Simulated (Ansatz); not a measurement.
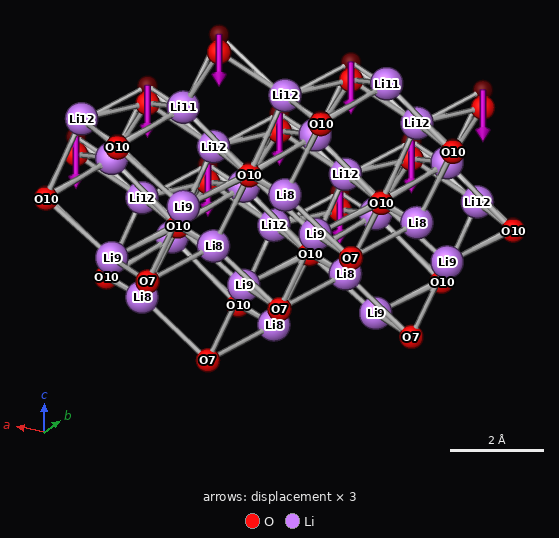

A relaxation of a slab of composition Li$_{8}$O$_{5}$ (cut from the Fm-3m phase). The starting structure is drawn faded, the final one solid; purple arrows show the displacements, magnified 3 times.

A ball-and-stick model of the atoms within 5.8 Å of the atom that moves most (axes of the 2 × 2 repeat of the cell, outlined in the plane, without the vacuum), seen from a free direction.

Case: (1 0 0) slab, atoms relaxed. The slab is the (1 0 0) face of Li2O.

Theory: DFT PBEsol, scalar-relativistic, plane waves, PAW (Ansatz 0.2.0).

Input file:
```yaml
crystal:
  lattice:
    - [3.2384402302, 0.0, 0.0]
    - [0.0, 3.2384402302, 0.0]
    - [0.0, 0.0, 24.159692189]
  atoms:
    - { symbol: O, position: [0.5, 0.5, 0.3104344187] }
    - { symbol: Li, position: [0.0, 0.5, 0.357825814] }
    - { symbol: Li, position: [0.5, 0.0, 0.357825814] }
    - { symbol: O, position: [0.0, 0.0, 0.4052172093] }
    - { symbol: Li, position: [0.5, 0.0, 0.4526086047] }
    - { symbol: Li, position: [0.0, 0.5, 0.4526086047] }
    - { symbol: O, position: [0.5, 0.5, 0.5] }
    - { symbol: Li, position: [0.0, 0.5, 0.5473913953] }
    - { symbol: Li, position: [0.5, 0.0, 0.5473913953] }
    - { symbol: O, position: [0.0, 0.0, 0.5947827907] }
    - { symbol: Li, position: [0.5, 0.0, 0.642174186] }
    - { symbol: Li, position: [0.0, 0.5, 0.642174186] }
    - { symbol: O, position: [0.5, 0.5, 0.6895655813] }
basis:
  ecutwfc: 420
kpoints:
  mp_grid: { grid: [8, 8, 1] }
hamiltonian:
  xc: pbesol
scf:
  occupations: { method: gaussian, width: 0.05 }
output:
  forces: true
  eigenvalues: true
relax:
  adjacent_minimum: "off"
  f_tol: 0.02
  max_steps: 60
efield:
  axis: 3
  dipole_correction: true
```

Which element moves most?

Answer. Oxygen: up to 0.41 Å, against 0.05 Å for lithium.

What happened in the run?

Answer. The energy falls by 0.845 eV per cell of the calculation in 5 accepted moves (6 points after the start). The largest force component goes from 1.4 to 0.011 eV/Å. 1 step only repeated the SCF at the same geometry. The largest moves relative to the layer's centre, 0.41 Å, are those of O1 and O13. O13 goes along the normal (−c). Largest moves by element: O 0.41 Å, Li 0.05 Å. The cell stays as it was. Near-neighbour distances that change, for instance: Li11–O13 1.983 → 1.758 Å, O10–Li11 1.983 → 2.058 Å, Li8–O10 1.983 → 1.935 Å, Li8–Li12 2.290 → 2.329 Å. Bond angles that change, for instance: Li11–O13–Li11 109.5° → 134.1°, O13–Li11–O13 109.5° → 134.1°, Li11–O13–Li12 70.5° → 81.3°.
